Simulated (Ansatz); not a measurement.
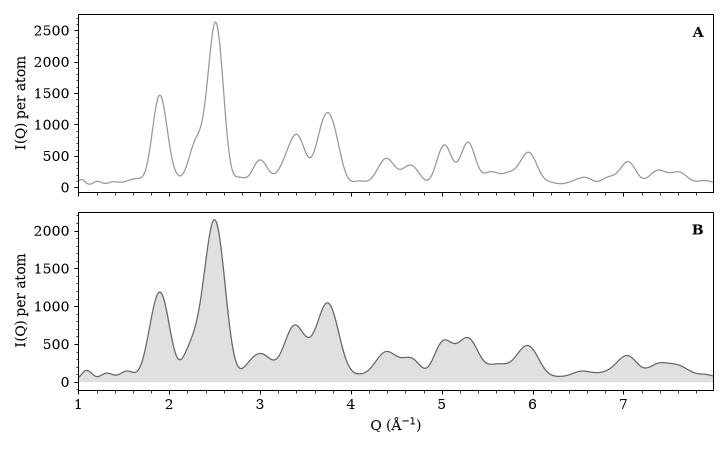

X-ray scattering of spheres cut from the crystal structure of Se (P4_12_12, a = 3.818 Å, b = 3.818 Å, c = 6.593 Å, α = 90.00°, β = 90.00°, γ = 90.00°), calculated atom by atom with the Debye equation (B = 0.5 Å², no relaxation of the surface). Structure used: the geometry relaxed with DFT PBE, scalar-relativistic, plane waves, PAW in Ansatz; the starting structure was generated, so it need not be a known form of this composition.

Question: The spheres are 28 and 36 Å across. Which curve is which?

Answer: curve A: 36 Å (1033 atoms); curve B: 28 Å (495 atoms). Peak widths go roughly as 2π/D, so the largest sphere has the sharpest peaks.

Question: Index the main peaks of the largest sphere.

Answer: Q ≈ 1.90 Å⁻¹: 101; Q ≈ 2.51 Å⁻¹: 111 + 102; Q ≈ 3.00 Å⁻¹: 112; Q ≈ 3.40 Å⁻¹: 103 + 201.
